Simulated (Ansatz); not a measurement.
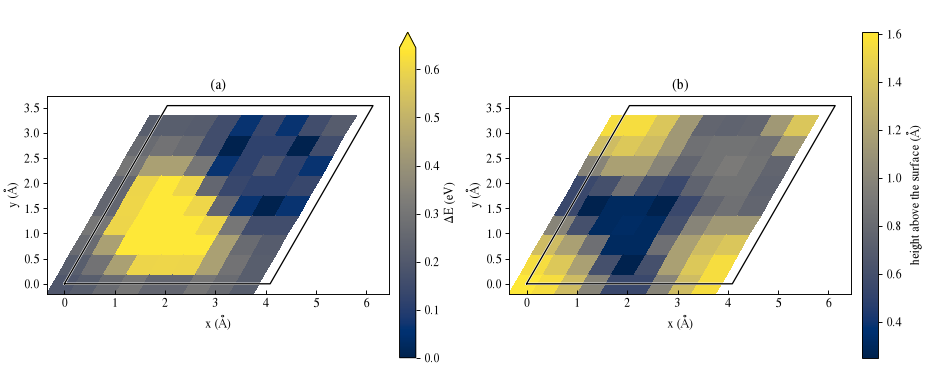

H on an Al₂Cu(101) slab cut from the Fm-3m phase, its upper half relaxed before the scan (6 atoms of substrate and one adsorbate in a 1 × 1 cell). 
- H is moved over the surface cell; relaxed at each place: the height of the adsorbate's atoms; substrate rigid; the origin of the map has the adsorbate above Al6.
- Places are given modulo a cell vector. The map is drawn in real space over the plane of the surface.
- Grid: 9 × 9 points; 19 points were computed and 62 follow by symmetry.
- Energies are in eV, from the lowest grid point.
- With one adsorbate in each 1 × 1 cell, its nearest image is 4.1 Å away, so neighbouring adsorbates interact.
- Computed with Ansatz, DFT PBE, scalar-relativistic, plane waves, PAW. Settings: cutoff 420 eV, k-mesh 9×9×1, gaussian smearing 0.1 eV, no spin polarisation.

Panel (a) is the energy; panel (b) is the computed height above the surface, in Å.

In the figure: one coloured cell a grid point, the outline of one cell of the plane, one colour for all values above the top of the scale.

How does the height above the surface vary over the map, and what is it at the lowest grid point?

It runs from 0.25 Å at (1/9, 4/9) of the cell vectors [nearest 1 Cu at 1.82 Å] to 1.61 Å at the top site over a surface Al atom, (0/9, 0/9) of the cell vectors. At the lowest grid point, (4/9, 7/9) of the cell vectors [nearest 1 Cu at 1.70 Å], it is 0.84 Å.

PAW datasets: the set soft_1.
